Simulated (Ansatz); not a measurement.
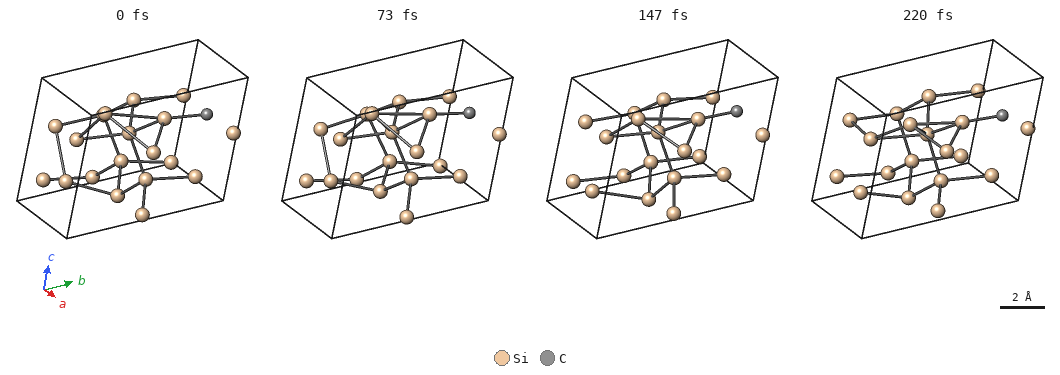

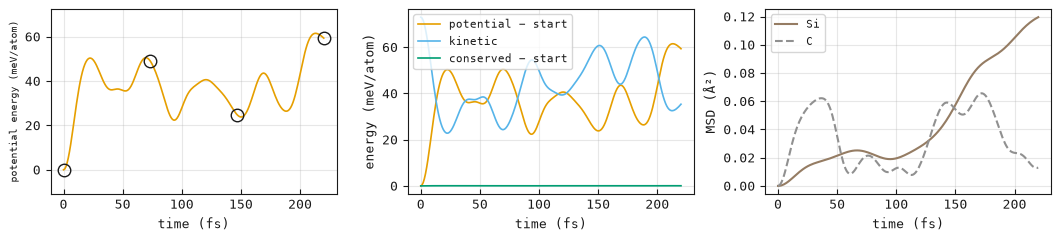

Molecular dynamics of Si with an interstitial C (17 atoms in the cell), 220 fs long. Frames and the history of the run. The picture is a ball-and-stick view of the reduced simulation cell, seen slightly off an axis. Bonds to atoms that aren't drawn are left out. Lengths and directions refer to the drawn axes.

Computed with DFT PBEsol, scalar-relativistic, plane waves, PAW in Ansatz. Set-up: plane-wave cutoff 420 eV; k-point mesh 2 × 2 × 2; Fermi-Dirac smearing 0.05 eV; spin collinear; low-accuracy preset; Nosé-Hoover thermostat (NVT); set temperature 600 K; time step 1 fs; thermostat time 200.0 fs.

**Describe the run.**

The mean temperature in the second half is 400 K (standard deviation 78 K). That is still far from the set 600 K: the thermostat hasn't settled it within this run. The potential energy in the second half lies on average 38.3 meV per atom above the first frame. Root-mean-square distances from the starting positions over the second half, with the common drift of all atoms taken out: Si 0.27 Å, C 0.20 Å. That is small against the typical shortest distance between atoms in the first frame, about 2.4 Å: the atoms vibrate about their sites and the arrangement holds. Bond changes: one Si–Si bond forms at about 136 fs; 2 Si–Si bonds break between 141 fs and 206 fs.

Limits of the set-up: the k-point mesh is coarse for a cell with partly filled bands; the program's low-accuracy preset was used; the periodic images lie only 7.7 Å apart, so the values are limited by the cell's size.

PAW datasets: the set soft_1.
